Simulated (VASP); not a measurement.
System: Ca.

```cif
data_structure
_symmetry_space_group_name_H-M 'P 1'
_symmetry_Int_Tables_number 1
_cell_length_a 4.4800
_cell_length_b 4.4800
_cell_length_c 4.4800
_cell_angle_alpha 90.000
_cell_angle_beta 90.000
_cell_angle_gamma 90.000
_cell_volume 89.92
loop_
_atom_site_label
_atom_site_type_symbol
_atom_site_fract_x
_atom_site_fract_y
_atom_site_fract_z
_atom_site_occupancy
Ca1 Ca 0.00000 0.00000 0.00000 1
Ca2 Ca 0.50000 0.50000 0.50000 1
```

Space group Im-3m.

These are results of VASP, Kohn-Sham DFT of a periodic cell, PBE, VASP PAW PBE potentials, recommended, not measurements.

Question: What will maps of the valence pseudo-density and electron localisation function show?

Answer: Ca–Ca (3.88 Å): ρ at the midpoint is about 0.05 e/Å³; the ELF is about 0.35 at the midpoint; no localised pair shows between them.

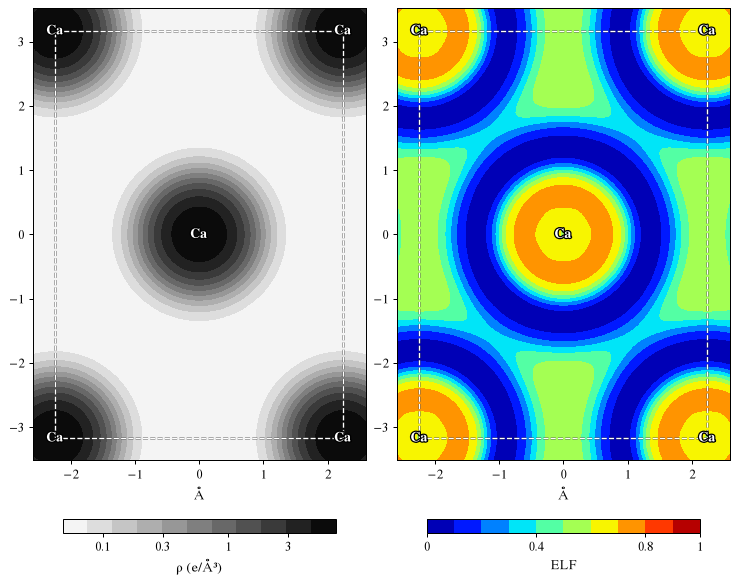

Computed valence pseudo-density and electron localisation function on the (110) plane of the conventional cell, in this order. 

In a PAW calculation such maps are meaningful between the atoms, not at the nuclei.
